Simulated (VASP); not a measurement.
**What a change does: geometry relaxation on SnO2**

System: SnO2 (Fm-3m, 3 atoms in the cell).
Method of run A: DFT, PBE, plane waves, PAW (VASP 6.6.1).

The structure was built on a prototype by a generator. 

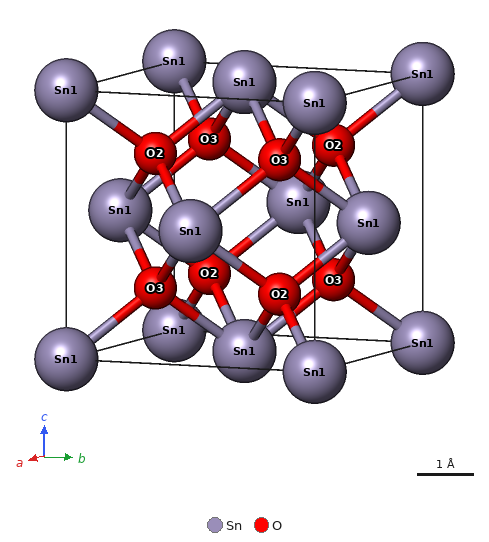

**Figure 1.** The input geometry (ball-and-stick view of the cell 4 times as large as that of the calculation, set on its symmetry axes, seen slightly off an axis; atoms are numbered from 1 in the order of the input). Near neighbours in the crystal (not all of them lie inside the picture): Sn has 8 O at 2.12 Å; O has 4 Sn at 2.12 Å.

### INCAR, run A
```
ENCUT = 600.000000
SIGMA = 0.020000
EDIFF = 1.00e-07
EDIFFG = -5.00e-03
GGA = PE
PREC = Accurate
IBRION = 2
ISIF = 3
ISMEAR = -1
NBANDS = 20
NELM = 120
NSW = 40
LASPH = .TRUE.
LCHARG = .FALSE.
LWAVE = .FALSE.
LREAL = .FALSE.
```

### KPOINTS, run A
```
KPOINTS created by Atomic Simulation Environment
0
Gamma
8 8 8
0 0 0
```

### POSCAR, run A
```
Sn O
 1.0000000000000000
     0.0000000000000000    2.4510416331000000    2.4510416331000000
     2.4510416331000000    0.0000000000000000    2.4510416331000000
     2.4510416331000000    2.4510416331000000    0.0000000000000000
 Sn  O
   1   2
Cartesian
  0.0000000000000000  0.0000000000000000  0.0000000000000000
  1.2255208165500000  1.2255208165500000  1.2255208165500000
  3.6765624496500000  3.6765624496500000  3.6765624496500000
```

Launched with:
```bash
mpirun -np 1 vasp_std
```

Hardware: 1 CPU thread, shared host.

### OSZICAR and lines of OUTCAR (run A)
```
N       E                     dE             d eps       ncg     rms          rms(c)
DAV:   1     0.245383994760E+03    0.24538E+03   -0.14843E+04  1276   0.218E+03
DAV:   2     0.536929117063E+01   -0.24001E+03   -0.22863E+03  1228   0.512E+02
DAV:   3    -0.203097269388E+02   -0.25679E+02   -0.25314E+02  1324   0.138E+02
DAV:   4    -0.210298038478E+02   -0.72008E+00   -0.71937E+00  1280   0.238E+01
DAV:   5    -0.210456740702E+02   -0.15870E-01   -0.15869E-01  1472   0.366E+00    0.107E+01
DAV:   6    -0.179195321489E+02    0.31261E+01   -0.11296E+01  1756   0.572E+01    0.383E+00
DAV:   7    -0.179367271965E+02   -0.17195E-01   -0.66094E-01  1216   0.595E+00    0.193E+00
[...]
   2 F= -.17921865E+02 E0= -.17921725E+02  d E =-.765275E-05
       N       E                     dE             d eps       ncg     rms          rms(c)
DAV:   1    -0.179220513996E+02   -0.18643E-03   -0.36746E-03  1524   0.106E+00    0.866E-02
DAV:   2    -0.179219138610E+02    0.13754E-03   -0.30921E-04  1528   0.237E-01    0.305E-02
DAV:   3    -0.179218882679E+02    0.25593E-04   -0.43037E-05  1508   0.169E-01    0.962E-03
DAV:   4    -0.179218842408E+02    0.40271E-05   -0.81462E-06  1712   0.649E-02    0.158E-03
DAV:   5    -0.179218834337E+02    0.80713E-06   -0.11833E-06  1248   0.989E-03    0.686E-04
DAV:   6    -0.179218830638E+02    0.36986E-06   -0.44000E-08   724   0.246E-03    0.372E-04
DAV:   7    -0.179218829964E+02    0.67442E-07   -0.71695E-09   676   0.136E-03
   3 F= -.17921883E+02 E0= -.17921743E+02  d E =-.256831E-04
[... from OUTCAR:]
   NELECT =      26.0000    total number of electrons
 E-fermi :   7.3933
  free  energy   TOTEN  =       -17.9218829964 eV
  energy  without entropy=      -17.9216030896  energy(sigma->0) =      -17.92174304
```

For run B the input was changed thus:
```diff
-SIGMA = 0.020000
-NBANDS = 20
+SIGMA = 0.1
+IVDW = 10
+NBANDS = 14
```

Predict how the results change.

The total energies belong to different models, so their difference says nothing on which is more stable or more accurate. The volume per atom goes from 11.36 to 11.29 Å³. The SCF takes 103 iterations against 29.

### OSZICAR and lines of OUTCAR (run B)
```
N       E                     dE             d eps       ncg     rms          rms(c)
DAV:   1     0.290532554346E+03    0.29053E+03   -0.15624E+04   820   0.330E+03
DAV:   2     0.624078747442E+01   -0.28429E+03   -0.27916E+03   974   0.630E+02
DAV:   3    -0.199523348315E+02   -0.26193E+02   -0.25027E+02   994   0.171E+02
DAV:   4    -0.208167603516E+02   -0.86443E+00   -0.86428E+00   946   0.314E+01
DAV:   5    -0.208300419322E+02   -0.13282E-01   -0.13281E-01  1034   0.418E+00    0.117E+01
DAV:   6    -0.173925484397E+02    0.34375E+01   -0.15875E+01  1208   0.814E+01    0.384E+00
DAV:   7    -0.174349842359E+02   -0.42436E-01   -0.98955E-01   914   0.982E+00    0.219E+00
[...]
  16 F= -.18815704E+02 E0= -.18814523E+02  d E =-.530503E-04
       N       E                     dE             d eps       ncg     rms          rms(c)
DAV:   1    -0.179119749196E+02   -0.41789E-03   -0.35863E-03  1034   0.137E+00    0.777E-02
DAV:   2    -0.179118628299E+02    0.11209E-03   -0.32036E-04   986   0.305E-01    0.276E-02
DAV:   3    -0.179118414929E+02    0.21337E-04   -0.41817E-05  1010   0.219E-01    0.836E-03
DAV:   4    -0.179118382923E+02    0.32006E-05   -0.75551E-06  1172   0.841E-02    0.143E-03
DAV:   5    -0.179118374322E+02    0.86007E-06   -0.11753E-06   836   0.150E-02    0.658E-04
DAV:   6    -0.179118372711E+02    0.16112E-06   -0.44619E-08   406   0.429E-03    0.265E-04
DAV:   7    -0.179118372281E+02    0.42978E-07   -0.33716E-08   406   0.226E-03
  17 F= -.18815726E+02 E0= -.18814544E+02  d E =-.754124E-04
[... from OUTCAR:]
   NELECT =      26.0000    total number of electrons
 E-fermi :   7.8050
  external pressure =        0.44 kB  Pullay stress =        0.00 kB
  free  energy   TOTEN  =       -18.8157263225 eV
  energy  without entropy=      -18.8133625168  energy(sigma->0) =      -18.81454442
```

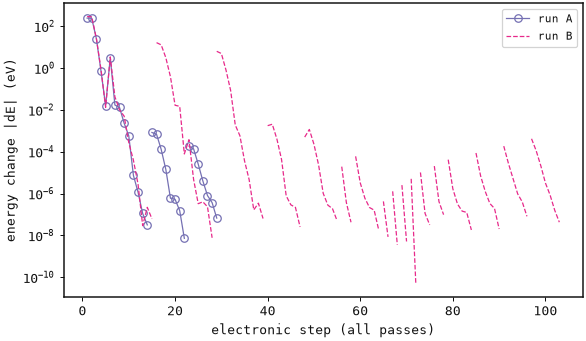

**Figure 2.** Convergence of the two runs: energy change |dE| against the electronic step. A break in a curve parts two SCF passes. Run A takes 29 steps in all, and run B takes 103.

### The two runs side by side

```tsv
quantity	run A	run B
outcome	converged	converged
free energy per atom (eV)	−5.9740	−6.2719
energy per atom, smearing taken to zero (eV)	−5.9739	−6.2715
pressure (GPa)	0.00	0.04
volume per atom (Å³)	11.36	11.29
largest force (eV/Å)	0.000	0.000
SCF iterations	29	103
irreducible k-points	29	29
```

For both runs: The volume changed by more than 5 % on the plane waves of the start, so the result carries a basis error; a second relaxation from the end is advised.
